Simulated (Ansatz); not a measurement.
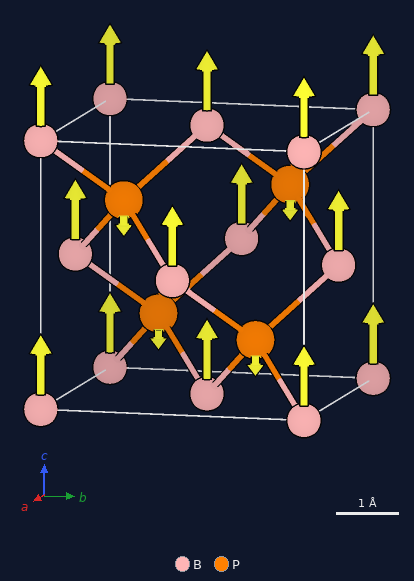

One vibrational mode of solid BP relaxed at 6 GPa at the zone centre. Displacements are drawn as yellow arrows; their common scale and sign are arbitrary. A ball-and-stick model of the conventional cell (4 times the calculation's cell), seen slightly off an axis. Lengths and directions refer to the drawn axes.

These are results of DFT LDA, scalar-relativistic, plane waves, PAW (Ansatz), not measurements.

Input
```yaml
crystal:
  lattice:
    - [0.0, 2.2212959679, 2.2212959679]
    - [2.2212959679, 0.0, 2.2212959679]
    - [2.2212959679, 2.2212959679, 0.0]
  atoms:
    - { symbol: B, position: [0.0, 0.0, 0.0] }
    - { symbol: P, position: [0.75, 0.75, 0.75] }
basis:
  ecutwfc: 420
kpoints:
  mp_grid: { grid: [10, 10, 10] }
hamiltonian:
  xc: lda
scf:
  occupations: { method: fixed }
output:
  eigenvalues: true
phonons:
  method: dfpt
  dielectric: true
  rigid_motions: translations
  eigenvectors: true
```

Run as
```bash
ansatz run input.yaml --threads 1 --pin off --max-ram 3072MiB --backend cpu --events-out ev --progress --plain --runs-dir out
```

Frequencies are those without the non-analytic (LO–TO) term.

What mode is this, and where does it lie in the spectrum?

Answer. This is the T₂ mode (triply degenerate; one member of the set is drawn) at 848 cm⁻¹, the only optical level, infrared- and Raman-active by symmetry. The B sublattice moves against the P sublattice, along c; the kinetic energy is shared as B 74 %, P 26 %. Its infrared intensity is 4.8 (D/Å)²/amu for the set. The value is the transverse one; the longitudinal partner lies at 858 cm⁻¹.
